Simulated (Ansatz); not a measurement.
## Geometry relaxation of Al$_{4}$As$_{5}$ (part 2 of 2)

Al$_{4}$As$_{5}$ (slab, 9 atoms in the cell); DFT PBEsol, scalar-relativistic, plane waves, PAW, no spin polarisation (Ansatz 0.2.0); cutoff 420 eV, 7×7×1 k-mesh, Gaussian smearing of 0.05 eV. The structure derives from an entry of the Crystallography Open Database. The input holds or restrains some coordinates. Forces given for the steps count only the free coordinates. It belongs to a series of runs on one base structure; here: clean surface, atoms relaxed.

Geometry of the input (Å; fractional positions):
```
4.0028  0.0000  0.0000
0.0000  4.0028  0.0000
0.0000  0.0000  29.3216
As 0.0000  0.5000  0.3069
Al 0.5000  0.5000  0.3552
As 0.5000  0.0000  0.4035
Al 0.0000  0.0000  0.4517
As 0.0000  0.5000  0.5000
Al 0.5000  0.5000  0.5483
As 0.5000  0.0000  0.5965
Al 0.0000  0.0000  0.6448
As 0.0000  0.5000  0.6931
```

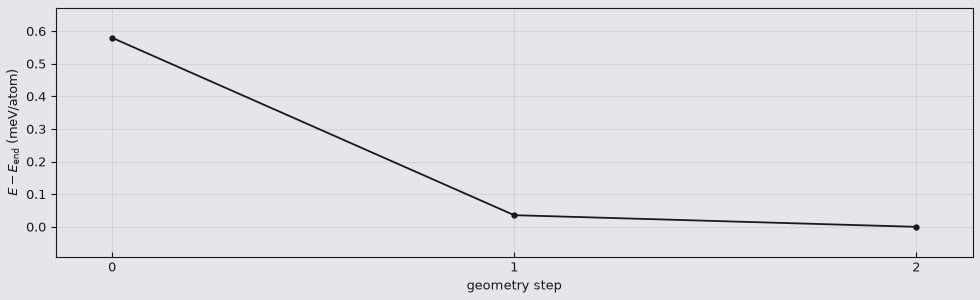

Progress of the restrained relaxation, step by step (the first geometry is step 0 here and step 1 in the log).

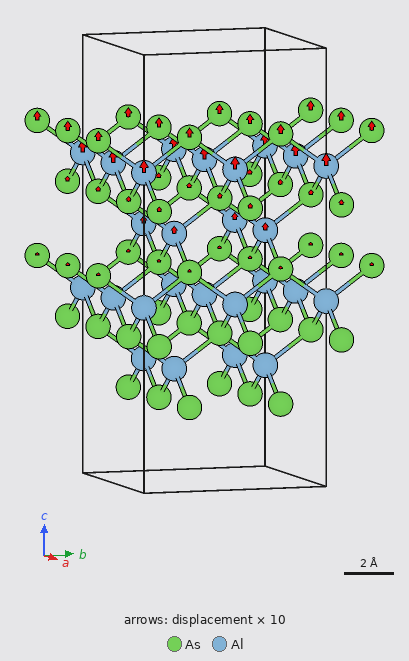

The starting structure with the displacements as red arrows, magnified 10 times (ball-and-stick view of the 2 × 2 repeat of the cell, with the vacuum cut short, with bonded neighbours outside it, seen slightly off an axis). Al8 moves most: 0.057 Å. Largest moves by element: Al 0.057 Å, As 0.042 Å. The cell doesn't change. Distances before and after: As7–Al8 2.451 → 2.471 Å, Al4–As5 2.451 → 2.460 Å, Al8–As9 2.451 → 2.443 Å. Over 2 geometry steps the energy falls by 0.6 meV per atom. The largest force component goes from 0.21 to 0.01 eV/Å. (Atoms are counted from 1 in the order of the input.)

```
SCF converged after 6 iterations
Free energy (F): -26163.250389 eV
Harris-Foulkes:  -26163.250389 eV  (|F-HF|=2.64e-8)
Internal energy: -26163.238316 eV  (E = F + TS)
E sigma→0 (E₀):  -26163.244352 eV
Entropy (-TS):   -0.012074 eV (-1.342 meV/atom)
Fermi energy:    -0.658869 eV
Dipole field:    D = 0.000197 V/Å  (p = 0.000512 e·Å, saw-weighted, corrected)
Work function:   Φ+ = 6.0711 eV   Φ− = 6.0768 eV
Levels:          The Fermi level and band energies are counted from a zero that moves with the ramp; work functions are not
--- Per-component energies (eV) ---
  E_band       = -1941.406198
  E_kinetic    = 603.107394
  E_local      = -70467.163099  (includes V_loc(G=0)·N_el)
  E_nonlocal   = -3299.643586
  E_hartree    = 35293.802467
  E_xc         = -545.852408
  E_vxc        = -506.013838  (∫ρ·V_xc dr)
  E_paw        = -10784.074102  (= ΣΔE_a)
  E_vpaw       = 1140.729882  (= ΣTr[D̂ρ^β])
  E_aug_tail   = 0.000029  (compensation charges beyond the density's cutoff)
  E_efield     = 0.000000  (sawtooth field / dipole correction)
  E_vefield    = -0.000289  (∫n·V_field dr)
  E_ewald      = 23031.676290
  E_core_change = 4.908700  (= ΣΔE_core)
  E_smearing   = -0.012074  (= −TS)
  E_closure    = 0.000000  (closes the sum)
  Σ components = -26163.250389   (vs F -26163.250389, Δ=0.00e0)
--- Forces (eV/Å), atoms counted from 1 ---
  atom   1  As     0.00000000     0.00000000     0.03552466
  atom   2  Al     0.00000000     0.00000000    -0.20410209
  atom   3  As     0.00000000     0.00000000     0.18338593
  atom   4  Al     0.00000000     0.00000000    -0.00758837
  atom   5  As     0.00000000     0.00000000    -0.00807089
  atom   6  Al     0.00000000     0.00000000     0.00842610
  atom   7  As     0.00000000     0.00000000    -0.00557931
  atom   8  Al     0.00000000     0.00000000     0.00840042
  atom   9  As     0.00000000     0.00000000    -0.01040611
  max |Σ_I F_I| component: 9.65e-6 eV/Å
--- Band table (eV; the first three rows and the last of 16) ---
  k-point 0: bands = ["-35.2023", "-35.1844", "-35.1620", "-35.1580", "-35.1571", "-35.1504", "-35.1482", "-35.1472", "-35.1461", "-35.1424", "-35.1371", "-35.1358", "-35.1324", "-35.1259", "-35.1208", "-35.1130", "-35.1097", "-35.1087", "-35.1082", "-35.0911", "-35.0796", "-35.0011", "-34.9934", "-34.9834", "-34.9756", "-12.3513", "-11.8553", "-11.2164", "-10.3661", "-10.2177", "-5.5014", "-4.2361", "-2.7792", "-2.6130", "-2.6017", "-2.0826", "-2.0545", "-1.3931", "-1.3579", "-1.2760", "-0.6983", "-0.6731", "-0.4841", "0.5039", "0.5050", "1.0713", "1.6974", "2.1386", "2.1524", "2.3927", "3.0459", "3.1093", "3.3177"]
  k-point 1: bands = ["-35.2022", "-35.1844", "-35.1618", "-35.1580", "-35.1572", "-35.1505", "-35.1483", "-35.1471", "-35.1461", "-35.1424", "-35.1371", "-35.1359", "-35.1324", "-35.1260", "-35.1206", "-35.1130", "-35.1097", "-35.1086", "-35.1082", "-35.0909", "-35.0797", "-35.0011", "-34.9934", "-34.9835", "-34.9754", "-12.2237", "-11.7438", "-11.1370", "-10.3134", "-10.1868", "-5.4911", "-4.4831", "-3.4372", "-3.1679", "-2.4835", "-2.4144", "-2.2730", "-1.9562", "-1.4077", "-1.2994", "-0.7386", "-0.6787", "-0.6446", "0.0444", "0.5608", "1.4897", "2.2467", "2.6013", "2.7632", "2.8756", "3.4323", "3.6519", "4.0089"]
  k-point 2: bands = ["-35.2017", "-35.1842", "-35.1614", "-35.1580", "-35.1574", "-35.1506", "-35.1484", "-35.1469", "-35.1462", "-35.1424", "-35.1371", "-35.1361", "-35.1324", "-35.1261", "-35.1200", "-35.1132", "-35.1098", "-35.1083", "-35.1082", "-35.0905", "-35.0798", "-35.0011", "-34.9934", "-34.9837", "-34.9750", "-11.8674", "-11.4505", "-10.9732", "-10.2653", "-10.0834", "-5.6298", "-5.2248", "-4.4948", "-3.9421", "-3.4058", "-2.6129", "-2.1537", "-1.7700", "-1.7006", "-1.1911", "-1.0266", "-0.8435", "-0.7384", "-0.4640", "0.6841", "1.9762", "2.3493", "2.4857", "2.8212", "4.0465", "4.3367", "4.3513", "4.6790"]
  k-point 15: bands = ["-35.2010", "-35.1831", "-35.1599", "-35.1584", "-35.1575", "-35.1510", "-35.1485", "-35.1466", "-35.1464", "-35.1427", "-35.1363", "-35.1362", "-35.1326", "-35.1264", "-35.1188", "-35.1133", "-35.1103", "-35.1086", "-35.1079", "-35.0890", "-35.0802", "-35.0014", "-34.9923", "-34.9838", "-34.9746", "-10.6965", "-10.5974", "-10.5524", "-9.7141", "-9.7126", "-5.8678", "-5.7497", "-5.4285", "-5.3723", "-3.7287", "-3.6533", "-3.1253", "-2.9068", "-2.8725", "-2.8280", "-2.5644", "-1.3375", "-1.2389", "-1.1851", "-1.1677", "1.6133", "1.7758", "2.3903", "2.5553", "3.2185", "3.5102", "3.8140", "4.3126"]
--- Relaxed structure (3 steps of the walk, 3 accepted, 0 SCFs on fresh bases) ---
  F+E_penalty+E_count = -26163.25038909 eV   max|allowed force component| = 1.041e-2 eV/Å
  atoms:
    - { symbol: As, position: [0.0, 0.5, 0.3069409593] }
    - { symbol: Al, position: [0.5, 0.5, 0.3552057195] }
    - { symbol: As, position: [0.5, 0.0, 0.4034704797] }
    - { symbol: Al, position: [0.0, 0.0, 0.45173523979999997] }
    - { symbol: As, position: [0.0, 0.5, 0.500503908555603] }
    - { symbol: Al, position: [0.5, 0.5, 0.5494017756295584] }
    - { symbol: As, position: [0.5, 0.0, 0.5973038832344852] }
    - { symbol: Al, position: [0.0, 0.0, 0.6467364552388808] }
    - { symbol: As, position: [0.0, 0.5, 0.6945006738226074] }
```

Trajectory as extended XYZ (Å, eV, eV/Å), 3 frames, from step=1 to step=3
```
9
Lattice="4.0028 0.0000 0.0000 0.0000 4.0028 0.0000 0.0000 0.0000 29.3216" Properties=species:S:1:pos:R:3:forces:R:3 step=1 energy=-26163.24517
As    0.0000    2.0014    9.0000    0.0000   0.0000   0.0420
Al    2.0014    2.0014   10.4152    0.0000   0.0000  -0.2125
As    2.0014    0.0000   11.8304    0.0000   0.0000   0.1897
Al    0.0000    0.0000   13.2456    0.0000   0.0000  -0.1301
As    0.0000    2.0014   14.6608    0.0000   0.0000   0.0000
Al    2.0014    2.0014   16.0760    0.0000   0.0000   0.1301
As    2.0014    0.0000   17.4912    0.0000   0.0000  -0.1897
Al    0.0000    0.0000   18.9064    0.0000   0.0000   0.2125
As    0.0000    2.0014   20.3216    0.0000   0.0000  -0.0420
9
Lattice="4.0028 0.0000 0.0000 0.0000 4.0028 0.0000 0.0000 0.0000 29.3216" Properties=species:S:1:pos:R:3:forces:R:3 step=2 energy=-26163.25007
As    0.0000    2.0014    9.0000    0.0000   0.0000   0.0383
Al    2.0014    2.0014   10.4152    0.0000   0.0000  -0.2084
As    2.0014    0.0000   11.8304    0.0000   0.0000   0.1889
Al    0.0000    0.0000   13.2456    0.0000   0.0000  -0.0100
As    0.0000    2.0014   14.6768    0.0000   0.0000  -0.0160
Al    2.0014    2.0014   16.1083    0.0000   0.0000   0.0316
As    2.0014    0.0000   17.5180    0.0000   0.0000  -0.0505
Al    0.0000    0.0000   18.9608    0.0000   0.0000   0.0569
As    0.0000    2.0014   20.3680    0.0000   0.0000  -0.0309
9
Lattice="4.0028 0.0000 0.0000 0.0000 4.0028 0.0000 0.0000 0.0000 29.3216" Properties=species:S:1:pos:R:3:forces:R:3 step=3 energy=-26163.25039
As    0.0000    2.0014    9.0000    0.0000   0.0000   0.0355
Al    2.0014    2.0014   10.4152    0.0000   0.0000  -0.2041
As    2.0014    0.0000   11.8304    0.0000   0.0000   0.1834
Al    0.0000    0.0000   13.2456    0.0000   0.0000  -0.0076
As    0.0000    2.0014   14.6756    0.0000   0.0000  -0.0081
Al    2.0014    2.0014   16.1093    0.0000   0.0000   0.0084
As    2.0014    0.0000   17.5139    0.0000   0.0000  -0.0056
Al    0.0000    0.0000   18.9633    0.0000   0.0000   0.0084
As    0.0000    2.0014   20.3639    0.0000   0.0000  -0.0104
```

Key numbers

| quantity | value |
| --- | --- |
| outcome | converged under the restraints of the input |
| electrons treated | 87 |
| free energy | −26163.2504 eV |
| work function, top face | 6.07 eV |
| work function, bottom face | 6.08 eV |
| Fermi energy | −0.659 eV |
| gap on the k-point mesh | none (metallic) |
| final volume | 469.80 Å³ |
| work function (upper face) | 6.07 eV |
| largest force (length of the vector) at the end, held atoms and coordinates included | 0.204 eV/Å |
| hardware | 1 thread of Arm Neoverse V2, 128 GiB of memory available, shared host |
| wall time | 2.1 min |
| peak memory | 0.67 GiB |
